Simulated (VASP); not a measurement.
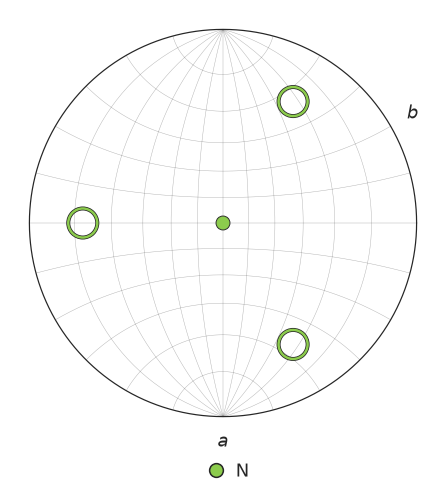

For AlN, coordinates from a relaxation with VASP, VASP Kohn-Sham DFT of a periodic cell, r2SCAN with rVV10, VASP PAW PBE potentials, recommended: directions from one aluminium atom at (2/3, 1/3, 0.499) to its bonded neighbours, in stereographic projection down c (filled: above the plane of the page or in it, open: below). All values are computed from the atomic coordinates in the standard setting (tolerance 0.002 Å).

Neighbours are counted up to 2.34 Å for N.

```
CELL_PARAMETERS angstrom
3.10229 0.00000 0.00000
-1.55115 2.68666 0.00000
0.00000 0.00000 4.97001
ATOMIC_POSITIONS crystal
Al 0.66667 0.33333 0.49913
Al 0.33333 0.66667 0.99913
N 0.66667 0.33333 0.88087
N 0.33333 0.66667 0.38087
```

### How many neighbours are there, and at what angles?

4: 3 N at 1.89 Å, 1 N at 1.90 Å. Angles between bonds: 108° (3×), 111° (3×).

### What is the site's symmetry in the crystal?

Point group 3m (C3v), order 6: one threefold axis, three mirror planes. In No. 186, P6₃mc this is Wyckoff position 2b.
